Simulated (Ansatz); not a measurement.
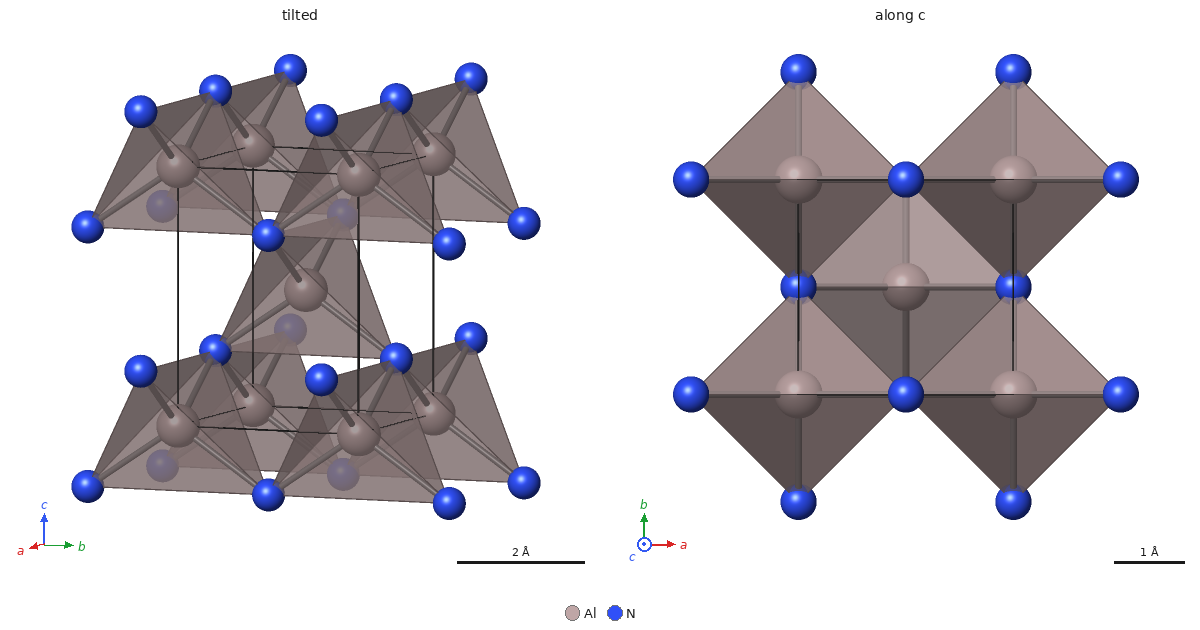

Polyhedral model, viewed slightly off an axis and along the c axis. The edges of the conventional unit cell are marked. Some neighbours outside the box are added.

AlN, space group I-4m2 (No. 119), a = 3.090 Å, b = 3.090 Å, c = 4.127 Å, α = 90.00°, β = 90.00°, γ = 90.00°. The structure comes from a structure listed in the Materials Project. The cell was then strained or its atoms displaced on purpose. It went into a calculation with Ansatz.

This one geometry was computed with Ansatz (DFT, plane waves, PAW) at three levels of theory: HSE06, PBE and r2SCAN. It was relaxed with r2SCAN and then strained.

Which level gives the highest pressure at this volume, and what does that say about its equilibrium volume?

Answer. Highest: PBE (17.7 GPa), which points to the largest equilibrium volume. Lowest, with the smallest volume: HSE06 (12.4 GPa). Levels within 0.5 GPa of each other can't be told apart.

How does the band gap change with the level of theory?

Answer. PBE: a gap of 3.05 eV, indirect; r2SCAN: a gap of 3.68 eV, indirect; HSE06: a gap of 4.30 eV, indirect.

Collect the results in a table.

Answer.
| level | cutoff (eV) | k-mesh of the run's cell | gap (eV) | pressure (GPa) |
| --- | --- | --- | --- | --- |
| HSE06 | 420 | 8×8×8 | 4.30 | 12.4 |
| PBE | 420 | 10×10×10 | 3.05 | 17.7 |
| r2SCAN | 500 | 10×10×10 | 3.68 | 13.1 |

Gaps are taken on the k-mesh or band path of each run.
